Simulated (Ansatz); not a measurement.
Molecular dynamics, with input and output: CH$_{20}$O$_{9}$ (part 5 of 5)

Continued. System: CH$_{20}$O$_{9}$ (disordered cell, 30 atoms in the cell). Method: DFT LDA, scalar-relativistic, plane waves, PAW, no spin polarisation (Ansatz 0.2.0); cutoff 420 eV, 1×1×1 k-mesh, Fermi–Dirac smearing of 0.05 eV. It belongs to a series of runs on one base structure; here: dynamics from the start.

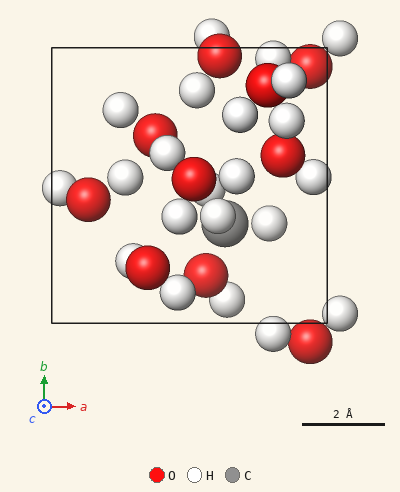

Figure 1. The geometry at step 300 of the log (spheres-only view of the cell of the calculation, along the c axis).

**Notes**

The input asks for low accuracy. The k-point mesh is coarse for a cell of this size, so the results may not be converged. So short a trajectory is not equilibrated. The logged temperature at the start can lie below the typed one, since it is counted over all degrees of freedom.
